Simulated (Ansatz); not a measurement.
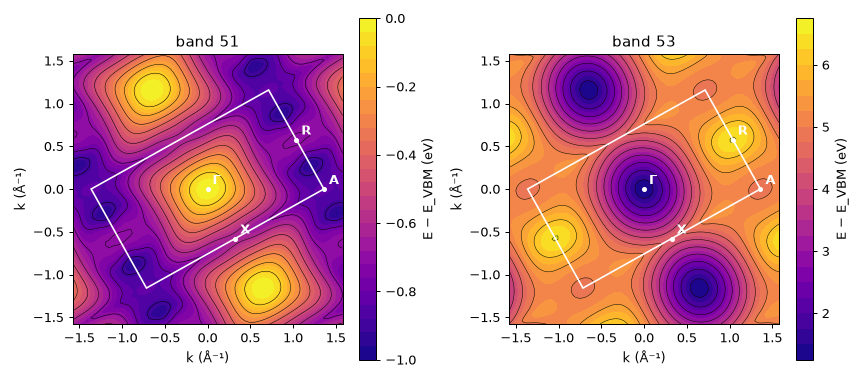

Two bands of SnO$_{2}$ (space group P4_2/mnm, No. 136) over the plane through Γ, A and R: the highest mostly filled and the lowest mostly empty one.

The calculation used DFT PBE, spin-orbit coupling, plane waves, PAW; levels and slopes on a dense k mesh at the converged density in Ansatz 0.2.0. Non-magnetic. With an inversion centre and no moment every band is doubly degenerate; a pair is shown and named once. k mesh for the levels: 16×16×24. Unrelaxed database geometry (residual pressure 11 GPa). Sheets, masses and frequencies are those of this strained cell.

Question: Give both levels and their distance at the named points.

Answer:
```json
{"point": "Γ", "lower band (eV)": "0.00", "upper band (eV)": "1.29", "distance (eV)": "1.29"}
{"point": "A", "lower band (eV)": "−0.83", "upper band (eV)": "4.94", "distance (eV)": "5.77"}
{"point": "R", "lower band (eV)": "−0.68", "upper band (eV)": "6.52", "distance (eV)": "7.20"}
{"point": "X", "lower band (eV)": "−0.63", "upper band (eV)": "4.45", "distance (eV)": "5.09"}
```

Question: Where are the band edges of the whole zone?

Answer: The valence band has one maximum at Γ, principal masses 1.28, 1.28 and 1.75 mₑ; the conduction band has one minimum at Γ, principal masses 0.18, 0.21 and 0.21 mₑ. The gap is direct, 1.29 eV at this level of theory, which underestimates gaps and can reorder valleys that lie close.
